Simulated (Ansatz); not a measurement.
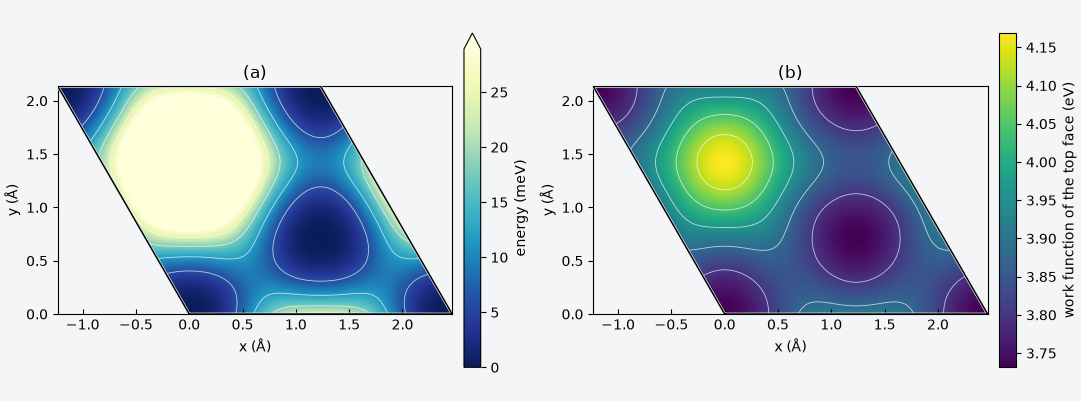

Si on a two-dimensional sheet of C (8 atoms of substrate and one adsorbate in a 2 × 2 cell). Si is moved over the surface cell at a fixed height above a rigid substrate; the origin of the map has the adsorbate above C1; the height is held at 2.80 Å. Places are given modulo a cell vector. The map is drawn in real space over the plane of the surface. The scan uses a 6 × 6 grid; 7 points were computed and 29 follow by symmetry. Places are given in fractions of the 1 × 1 surface cell. Energies: meV, counted from the lowest grid point. At a fixed height the lowest place need not be the adsorption site. These are results of DFT PBE+D3(BJ), scalar-relativistic, plane waves, PAW (Ansatz), not measurements. Settings: cutoff 420 eV, k-mesh 6×6×1, gaussian smearing 0.1 eV, spin-polarised.

Panel (a) is the energy and panel (b) the computed work function of the top face on the same grid.

In the figure: a smooth colour map with a few white contour lines, the outline of one cell of the plane, one colour for all values above the top of the scale. Between grid points the surface is interpolated.

### How does the work function of the top face vary over the map, and what is it at the lowest grid point?

It runs from 3.73 eV at the top site over a surface C atom, (0/6, 0/6) of the cell vectors to 4.17 eV at a sixfold hollow, (2/6, 4/6) of the cell vectors. At the lowest grid point, the top site over a surface C atom, (0/6, 0/6) of the cell vectors, it is 3.73 eV.

PAW datasets: the set soft_1.
